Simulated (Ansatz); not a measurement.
System: GaAs (slab).

Input file:

```
crystal:
  lattice:
    - [8.1252007246, 0.0, 0.0]
    - [-4.0626003623, 7.0366302384, 0.0]
    - [0.0, 0.0, 24.9622741319]
  atoms:
    - { symbol: As, position: [0.5, 0.0, 0.3204836209] }
    - { symbol: As, position: [0.5, 0.5, 0.3204836209] }
    - { symbol: As, position: [0.0, 0.0, 0.3204836209] }
    - { symbol: As, position: [0.0, 0.5, 0.3204836209] }
    - { symbol: Ga, position: [0.1666666667, 0.8333333333, 0.3537047458] }
    - { symbol: Ga, position: [0.1666666667, 0.3333333333, 0.3537047458] }
    - { symbol: Ga, position: [0.6666666667, 0.8333333333, 0.3537047458] }
    - { symbol: Ga, position: [0.6666666667, 0.3333333333, 0.3537047458] }
    - { symbol: As, position: [0.6665829609, 0.8337895582, 0.4645131799] }
    - { symbol: As, position: [0.6652200321, 0.3330639551, 0.4639684266] }
    - { symbol: As, position: [0.1666240505, 0.8340610525, 0.4638145416] }
    - { symbol: As, position: [0.1667804957, 0.333336001, 0.4637000907] }
    - { symbol: Ga, position: [0.3322519654, 0.6664506195, 0.4835668335] }
    - { symbol: Ga, position: [0.3325346041, 0.1666351166, 0.4868907498] }
    - { symbol: Ga, position: [0.8333815258, 0.6662885971, 0.4835960878] }
    - { symbol: Ga, position: [0.833592534, 0.1681869728, 0.4835110928] }
basis:
  ecutwfc: 420
kpoints:
  mp_grid: { grid: [2, 2, 1] }
hamiltonian:
  xc: pbe
scf:
  occupations: { method: gaussian, width: 0.05 }
output:
  forces: true
  eigenvalues: true
  write_density: true
  volumetric_format: npy
efield:
  axis: 3
  dipole_correction: true
  ramp_width: 0.04
```

Launched as:

```sh
ansatz run input.yaml --threads 4 --pin off --max-ram 10240MiB --backend cpu --events-out ev --progress --plain --runs-dir out
```

Theory: Ansatz 0.2.0, DFT PBE, scalar-relativistic, plane waves, PAW.

> Predict the valence pseudo-density between the atoms.

Ga–As (2.75 Å): ρ is about 0.31 e/Å³ halfway, with its minimum of 0.23 e/Å³ about 1.2 Å from Ga.

> Does the calculation give a band gap?

It is gapless in this calculation (a metal or semimetal).

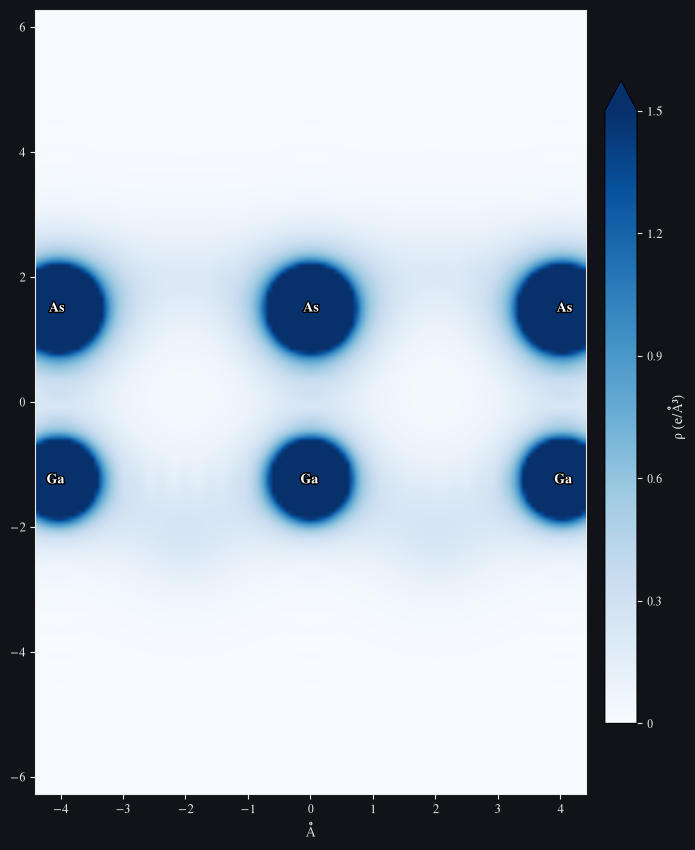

Computed valence pseudo-density on the (100) plane of the calculation cell, a cut from vacuum to vacuum. 
